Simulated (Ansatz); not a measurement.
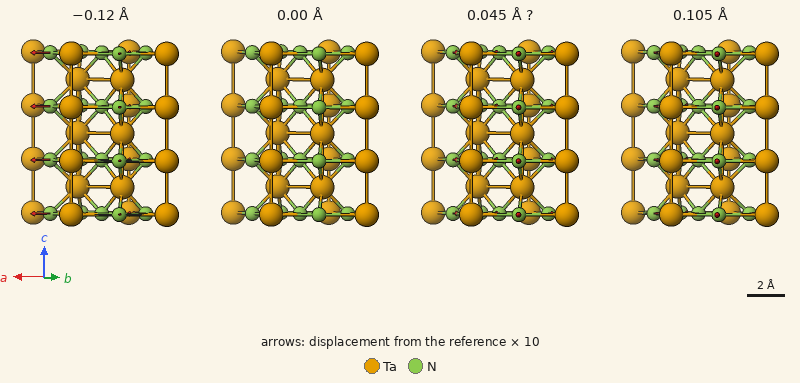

Energy scan for a crystal of TaN (P6/mmm), in which a normal mode at the zone centre is frozen in with the cell fixed, the amplitude being the largest displacement of an atom. Style: ball-and-stick. Shown: the cell of the calculation, repeated 1 × 1 × 3 with one cell outlined, from a free direction. Red arrows: displacements from the reference.

Theory: Ansatz 0.2.0, DFT PBEsol, scalar-relativistic, plane waves, PAW. Settings: plane-wave cutoff 420 eV; k-point mesh 12 × 12 × 16; occupations gaussian; smearing width 0.15 eV; no spin polarisation. Energies (free energies at the smearing named) are counted from the relaxed crystal.

```json
{"largest displacement (Å)": "−0.120", "E − E(ref) (meV/cell)": "948"}
{"largest displacement (Å)": "−0.060", "E − E(ref) (meV/cell)": "236"}
{"largest displacement (Å)": "0.000", "E − E(ref) (meV/cell)": "0"}
{"largest displacement (Å)": "0.015", "E − E(ref) (meV/cell)": "15"}
{"largest displacement (Å)": "0.030", "E − E(ref) (meV/cell)": "59"}
{"largest displacement (Å)": "0.045", "E − E(ref) (meV/cell)": "?"}
{"largest displacement (Å)": "0.075", "E − E(ref) (meV/cell)": "369"}
{"largest displacement (Å)": "0.090", "E − E(ref) (meV/cell)": "532"}
{"largest displacement (Å)": "0.105", "E − E(ref) (meV/cell)": "725"}
```

**Estimate the missing energy from the other rows, and compare with the calculation.**

A straight line between the two neighbours gives 162 meV/cell. A cubic through the four nearest rows (0.015, 0.030, 0.075, 0.090) gives, with Lagrange weights, (−0.3000)(15) + (1.0000)(59) + (0.5000)(369) + (−0.2000)(532) = 133 meV/cell. The calculation gives 133 meV/cell, so the cubic is right to the digits shown and the straight line 29 meV/cell too high, as the curve bends upwards here.

The whole profile:

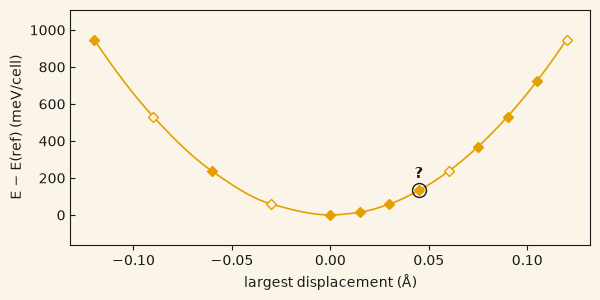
